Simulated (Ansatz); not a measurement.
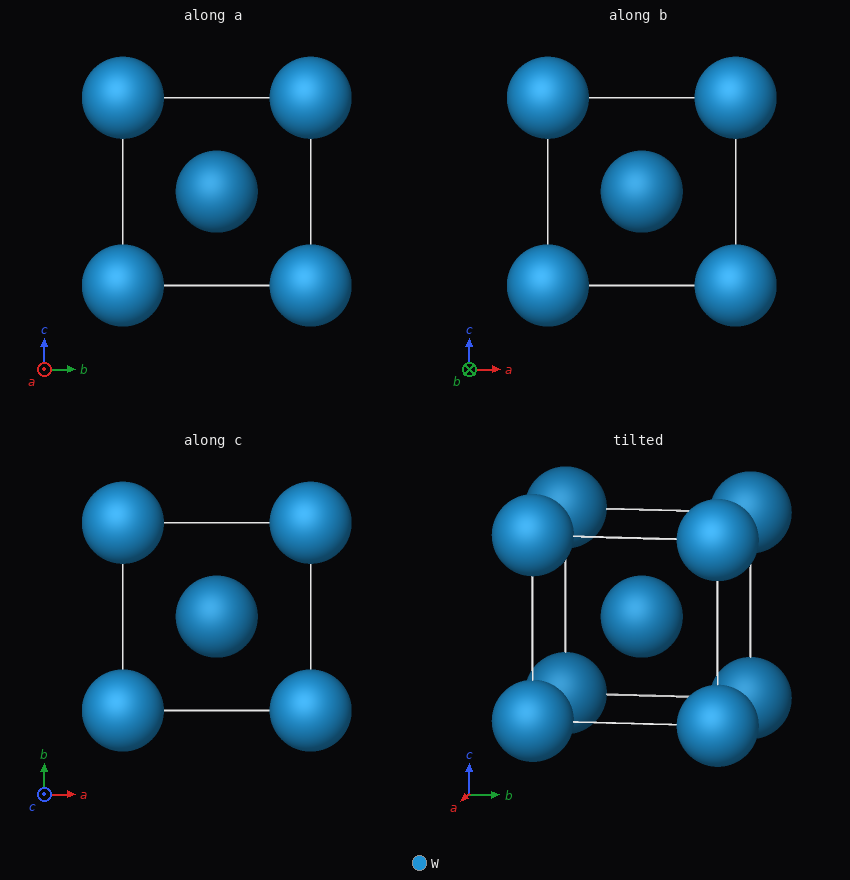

Crystal structure, spheres-only style, seen along the a axis, along the b axis, along the c axis and slightly off an axis. The frame is the conventional unit cell; atoms at its boundary are shown with their periodic copies.

Lattice parameters: a = 3.246 Å, b = 3.246 Å, c = 3.246 Å, α = 90.00°, β = 90.00°, γ = 90.00°.

**Put the structure into a table of Wyckoff sites.**

Space group Im-3m (No. 229).
```tsv
atom	site	x	y	z
W	2a	0.0000	0.0000	0.0000
```

The starting point was a structure type filled with this element by a generator (whether the element takes this form wasn't checked). The cell was then strained or its atoms displaced on purpose. It was relaxed at fixed volume with DFT PBE, scalar-relativistic, plane waves, PAW (Ansatz).

At this level of theory the run's own cell isn't at rest (stretched, at -16 GPa), so its distances can differ from those at equilibrium, the more so the softer the solid.
